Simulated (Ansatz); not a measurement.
Geometry optimisation.

Program: Ansatz.

```
crystal:
  lattice:
    - [-1.1502098701, 1.1502098701, 3.733720063]
    - [1.1502098701, -1.1502098701, 3.733720063]
    - [1.1502098701, 1.1502098701, -3.733720063]
  atoms:
    - { symbol: P, position: [0.0, 0.0, 0.0] }
basis:
  ecutwfc: 420
kpoints:
  mp_grid: { grid: [10, 10, 10] }
hamiltonian:
  xc: pbe
scf:
  occupations: { method: gaussian, width: 0.1 }
  lower_state_search: "off"
output:
  forces: true
  stress: true
  eigenvalues: true
relax:
  adjacent_minimum: "off"
  f_tol: 0.04
  max_steps: 70
  cell: { stress_tol: 0.4 }
```

How does the optimisation go?

Answer. The optimisation met its thresholds at geometry 4, counting the start as the first. The energy fell by about 4.3 meV/atom from the first step to the last. All forces vanish by symmetry, so only the cell moves. The volume grows from 19.8 to 21.1 Å³ per atom (+7 %).

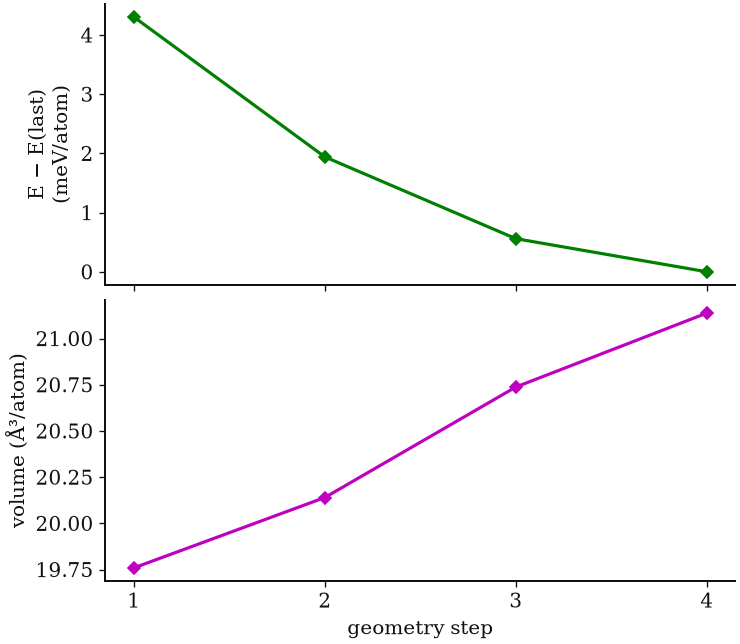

History of the run, step by step. Atoms and cell relax. A closing SCF on a freshly chosen basis isn't drawn.
